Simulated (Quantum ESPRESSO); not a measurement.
**Band-structure run of Ti3Al (part 2 of 2)**

Continued. System: Ti3Al (P-6m2, 4 atoms in the cell). Method: Kohn-Sham DFT of a periodic cell, PBEsol, GBRV 1.5 PBEsol, no spin polarisation (Quantum ESPRESSO 7.5); cutoff 612.26 eV, 10×10×3 k-mesh, fermi-dirac of 0.05 eV. The structure derives from a Materials Project entry.

Geometry of the input (Å; fractional positions):
```
2.9275  0.0000  0.0000
-1.4638  2.5353  0.0000
0.0000  0.0000  9.2264
Ti 0.3333  0.6667  0.2494
Ti 0.3333  0.6667  0.7506
Ti 0.6667  0.3333  0.0000
Al 0.6667  0.3333  0.5000
```

## The program's output, continued
```
     iteration # 12     ecut=    45.00 Ry     beta= 0.50
     Davidson diagonalization with overlap
     ethr =  2.51E-08,  avg # of iterations =  2.0

     negative rho (up, down):  1.592E-03 0.000E+00

     total energy              =    -364.13757448 Ry
     estimated scf accuracy    <       0.00000123 Ry

     iteration # 13     ecut=    45.00 Ry     beta= 0.50
     Davidson diagonalization with overlap
     ethr =  3.16E-09,  avg # of iterations =  2.4

     negative rho (up, down):  1.591E-03 0.000E+00

     total energy              =    -364.13757453 Ry
     estimated scf accuracy    <       0.00000016 Ry

     iteration # 14     ecut=    45.00 Ry     beta= 0.50
     Davidson diagonalization with overlap
     ethr =  4.02E-10,  avg # of iterations =  3.1

     negative rho (up, down):  1.591E-03 0.000E+00

     End of self-consistent calculation

          k = 0.0000 0.0000 0.0000 (  2335 PWs)   bands (ev):

   -44.7677 -44.7181 -44.6585 -21.3985 -21.1457 -20.8524 -20.8190 -20.8190
   -20.7776 -20.7776 -20.7399 -20.7399   3.2701   6.6415   6.8906   9.2424
    10.9440  12.1845  12.4454  12.5305  12.5306  12.6219  12.6219  12.9318
    12.9318  13.8018  13.8018  14.4195

          k = 0.0000 0.0000 0.1529 (  2329 PWs)   bands (ev):

   -44.7677 -44.7181 -44.6584 -21.3994 -21.1440 -20.8533 -20.8190 -20.8190
   -20.7776 -20.7776 -20.7399 -20.7399   3.3007   6.0334   7.8765   8.9008
    10.7533  12.1498  12.4749  12.5332  12.5333  12.6161  12.6161  12.9388
    12.9388  13.7831  13.7831  14.4521

          k = 0.0000 0.1670 0.0000 (  2331 PWs)   bands (ev):

   -44.7582 -44.7109 -44.6536 -21.3818 -21.1465 -20.8811 -20.8611 -20.8333
   -20.7988 -20.7884 -20.7843 -20.7473   3.4989   6.8900   7.1437   9.4703
    10.9684  11.8817  12.2505  12.3788  12.5386  12.7059  12.7632  12.8500
    13.1037  13.7046  13.7130  14.3385

          k = 0.0000 0.1670 0.1529 (  2334 PWs)   bands (ev):

   -44.7581 -44.7109 -44.6536 -21.3826 -21.1449 -20.8819 -20.8611 -20.8333
   -20.7990 -20.7885 -20.7842 -20.7473   3.5262   6.3064   8.1030   9.1259
    10.7647  11.8644  12.2565  12.5157  12.5232  12.7095  12.7579  12.8628
    13.1119  13.5672  13.6884  14.4162

          k = 0.0000 0.3340 0.0000 (  2338 PWs)   bands (ev):

   -44.7325 -44.6919 -44.6413 -21.3382 -21.1632 -20.9807 -20.9673 -20.8870
   -20.8695 -20.8284 -20.8166 -20.7675   4.1726   7.5685   7.8390  10.0138
    10.7903  11.5920  11.7491  12.0678  12.2886  12.6568  12.9797  13.1441
    13.5698  13.5802  13.7063  14.2938

          k = 0.0000 0.3340 0.1529 (  2336 PWs)   bands (ev):

   -44.7324 -44.6919 -44.6413 -21.3389 -21.1620 -20.9813 -20.9672 -20.8867
   -20.8695 -20.8288 -20.8167 -20.7675   4.1915   7.0706   8.6843   9.6573
    10.7187  11.4103  11.7886  12.1931  12.4180  12.7681  12.9733  13.1562
    13.2220  13.5910  13.6706  14.3793

          k = 0.0000 0.5009 0.0000 (  2356 PWs)   bands (ev):

   -44.6988 -44.6683 -44.6279 -21.2960 -21.2335 -21.0965 -21.0951 -20.9615
   -20.9124 -20.8596 -20.8513 -20.7939   5.2564   8.4360   8.7396  10.3279
    10.4254  11.3043  11.3341  11.7628  12.3339  12.4613  12.8558  13.4613
    13.5939  14.1998  14.2754  14.5287

          k = 0.0000 0.5009 0.1529 (  2355 PWs)   bands (ev):

   -44.6988 -44.6684 -44.6279 -21.2964 -21.2330 -21.0964 -21.0958 -20.9609
   -20.9124 -20.8600 -20.8513 -20.7939   5.2652   8.1345   9.2752   9.9461
    10.5808  11.1031  11.4643  11.7661  12.3618  12.5487  12.8354  13.4664
    13.5123  14.1529  14.2868  14.6083

          k = 0.0000 0.6679 0.0000 (  2364 PWs)   bands (ev):

   -44.6686 -44.6492 -44.6198 -21.3274 -21.3177 -21.2042 -21.1195 -20.9778
   -20.9462 -20.8953 -20.8792 -20.8159   6.6906   9.0092   9.2904  10.0765
    10.3978  10.6223  11.0820  11.3564  12.5654  12.6708  12.6745  13.4671
    13.8894  14.6827  14.9732  15.0336

          k = 0.0000 0.6679 0.1529 (  2366 PWs)   bands (ev):

   -44.6685 -44.6492 -44.6198 -21.3271 -21.3178 -21.2040 -21.1203 -20.9770
   -20.9462 -20.8956 -20.8792 -20.8159   6.6894   9.0376   9.4062   9.7863
    10.4232  10.8117  10.8877  11.4604  12.5946  12.6459  12.6506  13.5499
    13.9963  14.6068  14.9737  15.1291

          k = 0.0000-0.8349 0.0000 (  2364 PWs)   bands (ev):

   -44.6553 -44.6419 -44.6185 -21.3677 -21.3459 -21.2456 -21.1019 -20.9784
   -20.9589 -20.9153 -20.8898 -20.8244   8.2715   8.3461   9.3520   9.6114
    10.2550  10.4917  11.0594  11.3134  12.6035  12.7009  12.8310  13.4398
    14.1525  14.7968  15.0957  15.2468

          k = 0.0000-0.8349 0.1529 (  2366 PWs)   bands (ev):

   -44.6553 -44.6419 -44.6185 -21.3675 -21.3461 -21.2454 -21.1027 -20.9776
   -20.9589 -20.9155 -20.8898 -20.8244   8.2493   8.3684   9.4224   9.5922
    10.1395  10.6671  10.7461  11.5316  12.5723  12.6913  12.7672  13.5315
    14.2095  14.7084  15.2483  15.3620

          k = 0.1446 0.2505 0.0000 (  2340 PWs)   bands (ev):

   -44.7405 -44.6978 -44.6450 -21.3514 -21.1544 -20.9461 -20.9263 -20.8888
   -20.8297 -20.8258 -20.8058 -20.7688   3.9502   7.3570   7.6214   9.8701
    10.8850  11.6480  11.8720  12.1632  12.3187  12.7055  12.9669  13.0159
    13.4390  13.4791  13.7765  14.2671

          k = 0.1446 0.2505 0.1529 (  2330 PWs)   bands (ev):

   -44.7405 -44.6978 -44.6450 -21.3521 -21.1530 -20.9467 -20.9262 -20.8887
   -20.8296 -20.8260 -20.8059 -20.7688   3.9717   6.8273   8.5131   9.5165
    10.7498  11.5316  11.8947  12.2791  12.4721  12.7483  12.9298  13.0279
    13.2747  13.4658  13.6604  14.3632

          k = 0.1446 0.4174 0.0000 (  2352 PWs)   bands (ev):

   -44.7108 -44.6765 -44.6322 -21.3054 -21.1946 -21.0515 -21.0418 -20.9597
   -20.8826 -20.8680 -20.8302 -20.8020   4.8297   8.1583   8.4532  10.3854
    10.5485  11.3678  11.5221  11.9099  12.1252  12.4605  12.9619  13.3064
    13.3757  14.0302  14.1403  14.3134

          k = 0.1446 0.4174 0.1529 (  2352 PWs)   bands (ev):

   -44.7107 -44.6765 -44.6322 -21.3059 -21.1937 -21.0521 -21.0416 -20.9593
   -20.8825 -20.8682 -20.8304 -20.8020   4.8422   7.7622   9.1435   9.9797
    10.6755  11.2491  11.4413  11.9156  12.3326  12.5315  12.9119  13.1538
    13.3749  13.9910  14.0920  14.5282

          k = 0.1446 0.5844 0.0000 (  2355 PWs)   bands (ev):

   -44.6784 -44.6551 -44.6218 -21.2903 -21.2771 -21.1568 -21.1165 -20.9929
   -20.9304 -20.9131 -20.8589 -20.8318   6.0933   8.9568   9.2729  10.3495
    10.3906  11.0180  11.2225  11.5408  12.2464  12.3468  12.7166  13.3705
    13.5941  14.5120  14.5657  14.7074

          k = 0.1446 0.5844 0.1529 (  2360 PWs)   bands (ev):

   -44.6784 -44.6552 -44.6218 -21.2904 -21.2767 -21.1566 -21.1173 -20.9925
   -20.9301 -20.9133 -20.8590 -20.8318   6.0966   8.8241   9.5616   9.9987
    10.5655  11.0276  11.2684  11.4326  12.2832  12.4243  12.6557  13.3088
    13.7103  14.3172  14.7429  15.0287

          k = 0.1446 0.7514 0.0000 (  2349 PWs)   bands (ev):

   -44.6554 -44.6419 -44.6184 -21.3433 -21.3241 -21.2243 -21.1013 -21.0095
   -20.9509 -20.9464 -20.8823 -20.8495   7.6518   9.0758   9.5003   9.8872
    10.4007  10.5771  11.0720  11.3095  12.1476  12.4387  12.8190  13.4891
    13.8886  14.6910  14.7284  15.1038

          k = 0.1446 0.7514 0.1529 (  2364 PWs)   bands (ev):

   -44.6554 -44.6419 -44.6183 -21.3431 -21.3243 -21.2241 -21.1021 -21.0092
   -20.9505 -20.9466 -20.8824 -20.8494   7.6470   9.1338   9.5271   9.8060
    10.3073  10.6979  10.8946  11.4114  12.2728  12.5105  12.6854  13.2992
    14.1909  14.5206  14.8534  15.1946

          k = 0.2892 0.5009 0.0000 (  2370 PWs)   bands (ev):

   -44.6821 -44.6574 -44.6227 -21.2776 -21.2437 -21.1321 -21.1028 -21.0087
   -20.9350 -20.9117 -20.8621 -20.8512   5.8915   8.9629   9.3146  10.3088
    10.7116  10.9106  11.4387  11.8546  11.9523  12.1366  12.6620  13.0829
    13.4667  14.4370  14.5095  14.6403

          k = 0.2892 0.5009 0.1529 (  2364 PWs)   bands (ev):

   -44.6821 -44.6574 -44.6227 -21.2778 -21.2433 -21.1319 -21.1036 -21.0083
   -20.9352 -20.9114 -20.8620 -20.8514   5.8967   8.7557   9.6973  10.1359
    10.7637  10.9770  11.2506  11.6734  12.1173  12.2664  12.5283  13.2091
    13.3872  14.1459  14.7442  15.0623

          k = 0.2892 0.6679 0.0000 (  2366 PWs)   bands (ev):

   -44.6556 -44.6419 -44.6182 -21.2909 -21.2819 -21.1900 -21.0980 -21.0534
   -20.9985 -20.9485 -20.8987 -20.8778   7.2993   9.6024   9.8782  10.4640
    10.4720  10.6902  11.2520  11.3487  11.8600  11.8843  12.3783  13.2139
    13.7946  14.4392  14.5047  14.8210

          k = 0.2892 0.6679 0.1529 (  2367 PWs)   bands (ev):

   -44.6556 -44.6419 -44.6182 -21.2906 -21.2820 -21.1898 -21.0987 -21.0532
   -20.9988 -20.9482 -20.8985 -20.8779   7.2985   9.6378   9.8939  10.2449
    10.6621  10.7595  11.0953  11.2920  11.8940  12.0717  12.2930  13.1928
    13.7899  14.0180  14.8502  15.1219

          k = 0.2892 0.8349 0.0000 (  2364 PWs)   bands (ev):

   -44.6431 -44.6360 -44.6189 -21.3118 -21.2902 -21.2036 -21.0814 -21.0787
   -21.0266 -20.9666 -20.9058 -20.8920   8.8299   8.9611   9.8873  10.1391
    10.5020  10.9744  11.0911  11.1941  11.5674  11.7757  12.4616  13.4179
    13.9855  14.3857  14.4766  15.0934

          k = 0.2892 0.8349 0.1529 (  2367 PWs)   bands (ev):

   -44.6430 -44.6360 -44.6188 -21.3116 -21.2904 -21.2034 -21.0821 -21.0785
   -21.0269 -20.9663 -20.9055 -20.8921   8.8171   8.9745   9.9940  10.0991
    10.4201  10.7882  11.1061  11.2322  11.7331  11.9927  12.2729  13.2920
    13.9697  14.2002  14.7216  15.1390

          k = 0.4338 0.7514 0.0000 (  2376 PWs)   bands (ev):

   -44.6372 -44.6337 -44.6202 -21.2700 -21.2539 -21.1967 -21.1092 -21.0939
   -21.0588 -21.0053 -20.9200 -20.8977   8.7758  10.1319  10.1841  10.2199
    10.4792  10.7606  10.8390  11.3034  11.4567  11.5224  12.0111  13.3125
    14.0653  14.3311  14.3547  14.7794

          k = 0.4338 0.7514 0.1529 (  2364 PWs)   bands (ev):

   -44.6372 -44.6337 -44.6202 -21.2698 -21.2540 -21.1966 -21.1090 -21.0941
   -21.0597 -21.0052 -20.9195 -20.8977   8.7745  10.0854  10.2016  10.2954
    10.5388  10.6218  10.9052  11.0466  11.6176  11.7389  11.9046  13.3513
    13.7010  14.0557  14.8358  15.0339

     the Fermi energy is    11.7138 ev

!    total energy              =    -364.13757455 Ry
     estimated scf accuracy    <          5.2E-10 Ry
     smearing contrib. (-TS)   =      -0.00210354 Ry
     internal energy E=F+TS    =    -364.13547101 Ry

     The total energy is F=E-TS. E is the sum of the following terms:
     one-electron contribution =    -198.70239008 Ry
     hartree contribution      =     111.20816120 Ry
     xc contribution           =     -57.83027282 Ry
     ewald contribution        =    -218.81096931 Ry

     convergence has been achieved in  14 iterations

     negative rho (up, down):  1.591E-03 0.000E+00

     Forces acting on atoms (cartesian axes, Ry/au):

     atom    1 type  1   force =     0.00000000    0.00000000   -0.00306157
     atom    2 type  1   force =     0.00000000    0.00000000    0.00306157
     atom    3 type  1   force =     0.00000000    0.00000000    0.00000000
     atom    4 type  2   force =     0.00000000    0.00000000    0.00000000

     Total force =     0.004330     Total SCF correction =     0.000031

     Computing stress (Cartesian axis) and pressure

     negative rho (up, down):  1.591E-03 0.000E+00
          total   stress  (Ry/bohr**3)                   (kbar)     P=      -34.74
  -0.00023948   0.00000000   0.00000000          -35.23        0.00        0.00
   0.00000000  -0.00023948   0.00000000            0.00      -35.23        0.00
   0.00000000   0.00000000  -0.00022943            0.00        0.00      -33.75

=------------------------------------------------------------------------------=
   JOB DONE.
=------------------------------------------------------------------------------=
```

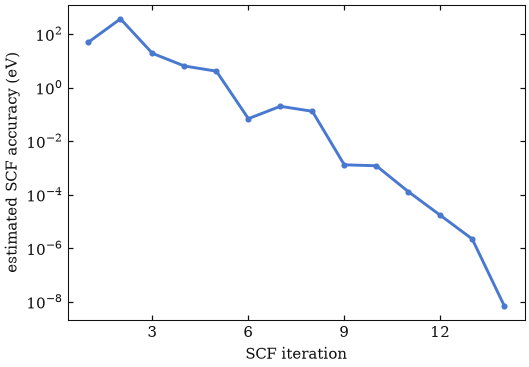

Convergence of the self-consistent field: estimated SCF accuracy against the iteration. The field takes 14 iterations in all.

## Summary

```tsv
quantity	value
outcome	converged
space group (tolerance 0.01 Å)	P-6m2 (187)
electrons treated	39
free energy	−4954.3441 eV
Fermi energy	11.714 eV
gap on the k-point mesh	none (metallic)
pressure	−3.47 GPa
largest force (length of the vector)	0.079 eV/Å
wall time	94 s (CPU time 3.1 min)
peak memory	0.38 GiB
```

Notes on the run: negative rho.
